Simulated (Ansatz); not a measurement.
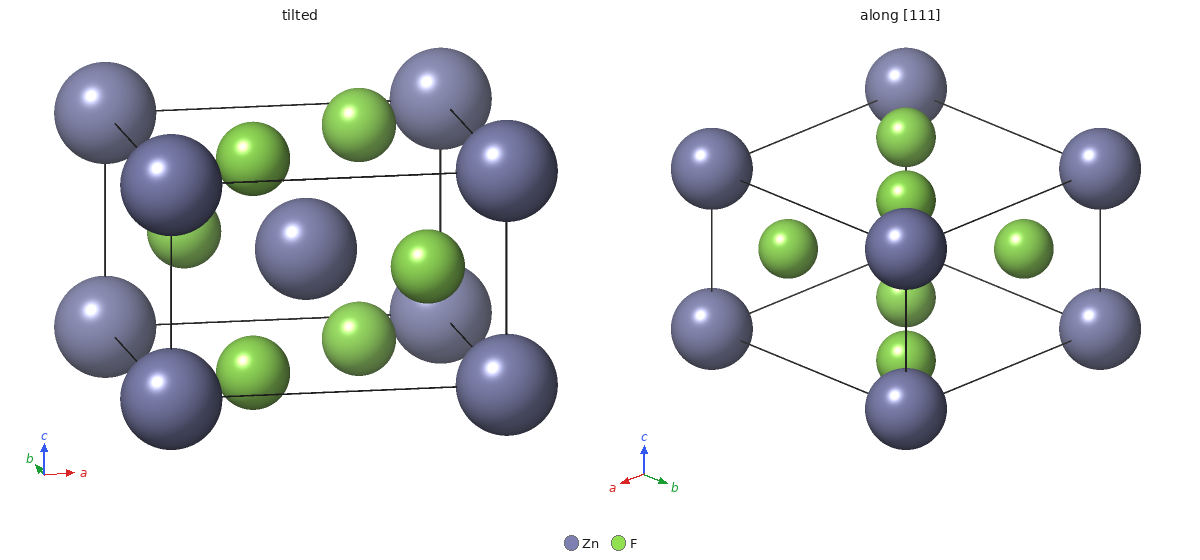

Structure drawing (spheres-only), viewed slightly off an axis and along [111]. Thin lines show the conventional unit cell, with boundary atoms drawn in all their periodic places.

Its composition is ZnF2. Space group P4_2/mnm (No. 136), lattice primitive tetragonal. The arrangement is known as rutile. In the cell are 2 Zn, 4 F, which makes 2 formula units. Zn sits among six F in a distorted octahedral arrangement. The coordination shell of F holds three Zn.

The model was built from a structure listed in the Materials Project. It was relaxed with DFT r2SCAN, scalar-relativistic, plane waves, PAW (Ansatz) under a constraint or pressure on the cell, so some stress remains.
